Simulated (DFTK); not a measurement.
Consider HgSe.

Input file:

```
using DFTK
using PseudoPotentialData
using Unitful, UnitfulAtomic
using LinearAlgebra, Printf
include("save.jl")
disable_threading()

lines     = readlines("HgSe.xyz")
cell_ang  = reshape(parse.(Float64, split(match(r"Lattice=\"([^\"]+)\"", lines[2])[1])), 3, 3)
lattice   = austrip(1u"Å") * cell_ang
symbols   = [Symbol(split(l)[1]) for l in lines[3:end]]
positions = [round.(cell_ang \ parse.(Float64, split(l)[2:4]); digits=9) for l in lines[3:end]]
pseudopotentials = PseudoFamily("cp2k.nc.sr.pbe.v0_1.semicore.gth")
elements = Dict(s => ElementPsp(s, pseudopotentials) for s in unique(symbols))
atoms    = [elements[s] for s in symbols]

build_model(lattice, positions; symmetries=true) =
    model_DFT(lattice, atoms, positions;
              functionals=[:mgga_x_task, :lda_c_pw],
              temperature=austrip(0.05u"eV"),
              smearing=Smearing.FermiDirac(),
              symmetries)
Ecut  = 48.0  # hartree
kgrid = [5, 5, 5]
tol   = 1e-6
to_GPa = ustrip(uconvert(u"GPa", 1u"hartree/bohr^3"))

model = build_model(lattice, positions)
basis = PlaneWaveBasis(model; Ecut, kgrid)
display(basis)
scfres = self_consistent_field(basis;
                               tol,
                               nbandsalg=AdaptiveBands(model; n_bands_converge=14))
display(scfres.energies)
@printf "Fermi level: %.6f eV\n" ustrip(auconvert(u"eV", something(scfres.εF, NaN)))
forces = compute_forces_cart(scfres)
println("Forces (eV/Å)")
for (s, f) in zip(symbols, forces)
    @printf "%-3s %12.6f %12.6f %12.6f\n" s ustrip.(auconvert.(u"eV/Å", f))...
end
stress = compute_stresses_cart(scfres)
println("Stress (GPa)")
display(round.(stress * to_GPa; digits=4))
println("Levels at the first k-point (eV): ", round.(ustrip.(auconvert.(u"eV", scfres.eigenvalues[1][1:scfres.n_bands_converge])); digits=4))
save_scf!(scfres; forces, stress)

points = Dict("G" => [0.0, 0.0, 0.0], "K" => [0.375, 0.375, 0.75], "L" => [0.5, 0.5, 0.5], "U" => [0.625, 0.25, 0.625], "W" => [0.5, 0.25, 0.75], "X" => [0.5, 0.0, 0.5])
segments = [("G", "X", 7), ("X", "W", 4), ("W", "K", 3), ("K", "G", 7), ("G", "L", 6), ("L", "U", 4), ("U", "W", 3), ("W", "L", 5), ("L", "K", 4), ("U", "X", 3)]
kcoords = vcat([[points[a] + t * (points[b] - points[a]) for t in range(0, 1, n)] for (a, b, n) in segments]...)
bands = compute_bands(scfres, ExplicitKpoints(kcoords); n_bands=16, tol=1e-5)
for (k, ε) in zip(bands.basis.kpoints, bands.eigenvalues)
    @printf "%d %8.4f %8.4f %8.4f " k.spin k.coordinate...
    println(join([@sprintf("%9.4f", e) for e in ustrip.(auconvert.(u"eV", ε .- scfres.εF))]))
end
results["band_energies"] = rows(bands.eigenvalues); results["band_kpoints"] = rows(kcoords)
```

Launched as:

```sh
julia --threads=1 run.jl
```

Below, planes, directions and counts refer to the conventional cell (a = 6.08 Å, b = 6.08 Å, c = 6.08 Å, α = 90.00°, β = 90.00°, γ = 90.00°).

Space group F-43m; computed pressure about 3 GPa in this cell.

Method: Kohn-Sham DFT of a periodic cell, TASK, cp2k.nc.sr.PBE.v0_1.semicore.gth (DFTK 0.8.2).

What can the converged valence pseudo-density tell about the bonding?

Hg–Se (2.63 Å): ρ at the midpoint is about 0.44 e/Å³.

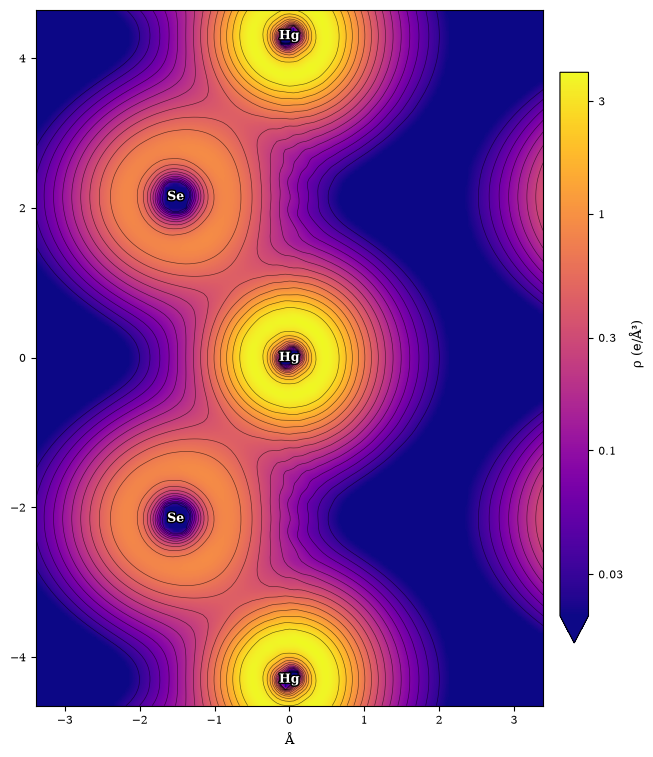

Computed valence pseudo-density on the (011) plane of the conventional cell. 
